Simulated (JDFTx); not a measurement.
## Run report: SnSe, band-structure run

System: SnSe (Fm-3m, 2 atoms in the cell).
Method: Kohn-Sham DFT of a periodic cell, LDA, PseudoDojo-SR-LDA-0.4.1-standard, no spin polarisation (JDFTx 1.7.0 (patched build)).

The structure derives from an entry of the Crystallography Open Database.

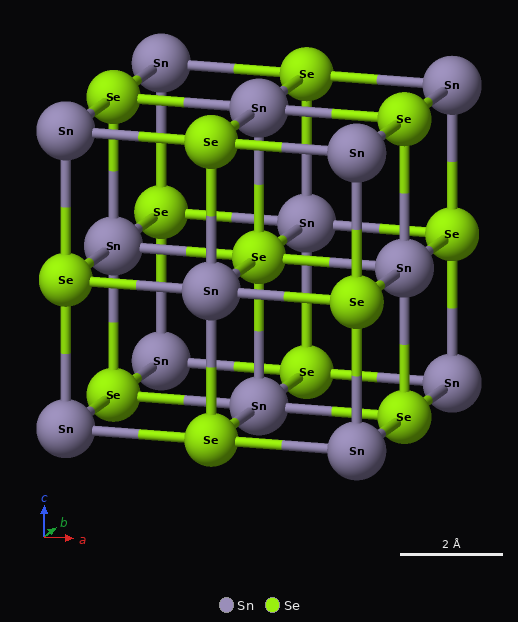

Figure 1. The input geometry (ball-and-stick view of the cell 4 times as large as that of the calculation, set on its symmetry axes, seen slightly off an axis).

## Results in brief

```json
{"quantity": "outcome", "value": "converged"}
{"quantity": "space group (tolerance 0.01 Å)", "value": "Fm-3m (225)"}
{"quantity": "electrons treated", "value": "30"}
{"quantity": "Fermi energy", "value": "9.330 eV"}
{"quantity": "gap on the band path", "value": "0.31 eV"}
{"quantity": "hardware", "value": "1 thread of Arm Neoverse V1, 24 GiB of memory available, shared host"}
{"quantity": "wall time", "value": "65 s"}
{"quantity": "peak memory", "value": "0.15 GiB"}
```

## Input file
```
include SnSe.lattice
coords-type Lattice
include SnSe.ionpos

ion-species pseudo/Sn.upf
ion-species pseudo/Se.upf
elec-cutoff 43 344
elec-ex-corr lda-PW
elec-smearing Fermi 0.0018374661
elec-n-bands 22
electronic-minimize nIterations 30 energyDiffThreshold 1e-06
davidson-band-ratio 1.3
forces-output-coords Cartesian
include path.kpoints
symmetries none
fix-electron-density run.$VAR

dump-name bands.$VAR
dump End Ecomponents EigStats BandEigs Kpoints Forces
```

## File SnSe.lattice
```
lattice \
    0.0000000000     5.6880756351     5.6880756351 \
    5.6880756351     0.0000000000     5.6880756351 \
    5.6880756351     5.6880756351     0.0000000000
```

## File SnSe.ionpos
```
ion Sn     0.0000000000     0.0000000000     0.0000000000 1
ion Se     0.5000000000     0.5000000000     0.5000000000 1
```

## File path.kpoints
```
kpoint +0.0000000000 +0.0000000000 +0.0000000000 0.020000000000
kpoint +0.0714285714 +0.0000000000 +0.0714285714 0.020000000000
kpoint +0.1428571429 +0.0000000000 +0.1428571429 0.020000000000
kpoint +0.2142857143 +0.0000000000 +0.2142857143 0.020000000000
kpoint +0.2857142857 +0.0000000000 +0.2857142857 0.020000000000
kpoint +0.3571428571 +0.0000000000 +0.3571428571 0.020000000000
kpoint +0.4285714286 +0.0000000000 +0.4285714286 0.020000000000
kpoint +0.5000000000 +0.0000000000 +0.5000000000 0.020000000000
kpoint +0.5000000000 +0.0833333333 +0.5833333333 0.020000000000
kpoint +0.5000000000 +0.1666666667 +0.6666666667 0.020000000000
kpoint +0.5000000000 +0.2500000000 +0.7500000000 0.020000000000
kpoint +0.4375000000 +0.3125000000 +0.7500000000 0.020000000000
kpoint +0.3750000000 +0.3750000000 +0.7500000000 0.020000000000
kpoint +0.3281250000 +0.3281250000 +0.6562500000 0.020000000000
kpoint +0.2812500000 +0.2812500000 +0.5625000000 0.020000000000
kpoint +0.2343750000 +0.2343750000 +0.4687500000 0.020000000000
kpoint +0.1875000000 +0.1875000000 +0.3750000000 0.020000000000
kpoint +0.1406250000 +0.1406250000 +0.2812500000 0.020000000000
kpoint +0.0937500000 +0.0937500000 +0.1875000000 0.020000000000
kpoint +0.0468750000 +0.0468750000 +0.0937500000 0.020000000000
kpoint +0.0000000000 +0.0000000000 +0.0000000000 0.020000000000
kpoint +0.0833333333 +0.0833333333 +0.0833333333 0.020000000000
kpoint +0.1666666667 +0.1666666667 +0.1666666667 0.020000000000
kpoint +0.2500000000 +0.2500000000 +0.2500000000 0.020000000000
kpoint +0.3333333333 +0.3333333333 +0.3333333333 0.020000000000
kpoint +0.4166666667 +0.4166666667 +0.4166666667 0.020000000000
kpoint +0.5000000000 +0.5000000000 +0.5000000000 0.020000000000
kpoint +0.5250000000 +0.4500000000 +0.5250000000 0.020000000000
kpoint +0.5500000000 +0.4000000000 +0.5500000000 0.020000000000
kpoint +0.5750000000 +0.3500000000 +0.5750000000 0.020000000000
kpoint +0.6000000000 +0.3000000000 +0.6000000000 0.020000000000
kpoint +0.6250000000 +0.2500000000 +0.6250000000 0.020000000000
kpoint +0.5625000000 +0.2500000000 +0.6875000000 0.020000000000
kpoint +0.5000000000 +0.2500000000 +0.7500000000 0.020000000000
kpoint +0.5000000000 +0.2916666667 +0.7083333333 0.020000000000
kpoint +0.5000000000 +0.3333333333 +0.6666666667 0.020000000000
kpoint +0.5000000000 +0.3750000000 +0.6250000000 0.020000000000
kpoint +0.5000000000 +0.4166666667 +0.5833333333 0.020000000000
kpoint +0.5000000000 +0.4583333333 +0.5416666667 0.020000000000
kpoint +0.5000000000 +0.5000000000 +0.5000000000 0.020000000000
kpoint +0.4791666667 +0.4791666667 +0.5416666667 0.020000000000
kpoint +0.4583333333 +0.4583333333 +0.5833333333 0.020000000000
kpoint +0.4375000000 +0.4375000000 +0.6250000000 0.020000000000
kpoint +0.4166666667 +0.4166666667 +0.6666666667 0.020000000000
kpoint +0.3958333333 +0.3958333333 +0.7083333333 0.020000000000
kpoint +0.3750000000 +0.3750000000 +0.7500000000 0.020000000000
kpoint +0.6250000000 +0.2500000000 +0.6250000000 0.020000000000
kpoint +0.5833333333 +0.1666666667 +0.5833333333 0.020000000000
kpoint +0.5416666667 +0.0833333333 +0.5416666667 0.020000000000
kpoint +0.5000000000 +0.0000000000 +0.5000000000 0.020000000000
```

Launch command:
```bash
jdftx -c 1 -i bands.in -o bands.out
```

## What the program printed
```
*************** JDFTx 1.7.0 (patched build) ***************

Input parsed successfully to the following command list (including defaults):
[... the input with its defaults ...]

---------- Initializing the Grid ----------
R =
[            0      5.68808      5.68808  ]
[      5.68808            0      5.68808  ]
[      5.68808      5.68808            0  ]
unit cell volume = 368.066
G =
[  -0.552312   0.552312   0.552312  ]
[   0.552312  -0.552312   0.552312  ]
[   0.552312   0.552312  -0.552312  ]
Minimum fftbox size, Smin = [  68  68  68  ]
Chosen fftbox size, S = [  70  70  70  ]

---------- Initializing tighter grid for wavefunction operations ----------
R =
[            0      5.68808      5.68808  ]
[      5.68808            0      5.68808  ]
[      5.68808      5.68808            0  ]
unit cell volume = 368.066
G =
[  -0.552312   0.552312   0.552312  ]
[   0.552312  -0.552312   0.552312  ]
[   0.552312   0.552312  -0.552312  ]
Minimum fftbox size, Smin = [  48  48  48  ]
Chosen fftbox size, S = [  48  48  48  ]

---------- Exchange Correlation functional ----------
Initalized Slater LDA exchange.
Initalized Perdew-Wang LDA correlation.

---------- Setting up pseudopotentials ----------
Width of ionic core gaussian charges (only for fluid interactions / plotting) set to 0

Reading pseudopotential file 'pseudo/Sn.upf':
  'Sn' pseudopotential, 'SLA  PW   NOGX NOGC' functional
  Generated using ONCVPSP code by D. R. Hamann
  14 valence electrons, 3 orbitals, 6 projectors, 1001 radial grid points, with lMax = 2
    4D    l: 2   occupation: 10.0   eigenvalue: -0.951956
    5S    l: 0   occupation:  2.0   eigenvalue: -0.397282
    5P    l: 1   occupation:  2.0   eigenvalue: -0.142135
  Core radius for overlap checks: 2.33 bohrs.

Reading pseudopotential file 'pseudo/Se.upf':
  'Se' pseudopotential, 'SLA  PW   NOGX NOGC' functional
  Generated using ONCVPSP code by D. R. Hamann
  16 valence electrons, 3 orbitals, 6 projectors, 1001 radial grid points, with lMax = 2
    3D    l: 2   occupation: 10.0   eigenvalue: -1.961952
    4S    l: 0   occupation:  2.0   eigenvalue: -0.642496
    4P    l: 1   occupation:  4.0   eigenvalue: -0.244581
  Core radius for overlap checks: 1.82 bohrs.

Initialized 2 species with 2 total atoms.

Folded 50 k-points by 1x1x1 to 50 k-points.

---------- Setting up k-points, bands, fillings ----------
No reducable k-points.
Computing the number of bands and number of electrons
Calculating initial fillings.
nElectrons:  30.000000   nBands: 22   nStates: 50

----- Setting up reduced wavefunction bases (one per k-point) -----
average nbasis = 4959.100 , ideal nbasis = 4957.044

---------- Setting up ewald sum ----------
Optimum gaussian width for ewald sums = 2.583426 bohr.
Real space sum over 1331 unit cells with max indices [  5  5  5  ]
Reciprocal space sum over 2197 terms with max indices [  6  6  6  ]

---------- Allocating electronic variables ----------
Reading n from file 'run.n' ... done
Initializing wave functions:  linear combination of atomic orbitals
Note: number of bands (22) exceeds available atomic orbitals (18)

----------- Band structure minimization -------------
Minimization will be done independently for each quantum number.

---- Minimization of quantum number:     0  [ +0.0000000 +0.0000000 +0.0000000 ]  0.040000000 ----
BandDavidson: Iter:   0  Eband: -0.163372483407379
BandDavidson: Iter:   1  Eband: -0.190668374935545  dEband: -2.729589e-02
BandDavidson: Iter:   2  Eband: -0.193940309026153  dEband: -3.271934e-03
BandDavidson: Iter:   3  Eband: -0.194581746029394  dEband: -6.414370e-04
[... 693 lines of inner loops ...]
BandDavidson: Iter:  10  Eband: -0.180402047774296  dEband: -1.549491e-06
BandDavidson: Iter:  11  Eband: -0.180402752862923  dEband: -7.050886e-07
BandDavidson: Converged (dEband<1.000000e-06)
	FillingsUpdate:  mu: +0.339288116  nElectrons: 30.000000
WARNING: these k-points are no uniform mesh, so that mu and the fillings of partly filled bands are only those of these points: take mu from the calculation that made the density or potential.

Dumping 'bands.eigStats' ...
	eMin: -1.421773 at state 7 ( [ +0.500000 +0.000000 +0.500000 ] spin 0 )
	HOMO: +0.333322 at state 40 ( [ +0.479167 +0.479167 -0.458333 ] spin 0 )
	mu  : +0.339288
	LUMO: +0.344668 at state 40 ( [ +0.479167 +0.479167 -0.458333 ] spin 0 )
	eMax: +0.810444 at state 10 ( [ +0.500000 +0.250000 -0.250000 ] spin 0 )
	HOMO-LUMO gap: +0.011346
	Optical gap  : +0.011346 at state 40 ( [ +0.479167 +0.479167 -0.458333 ] spin 0 )
Done!
```
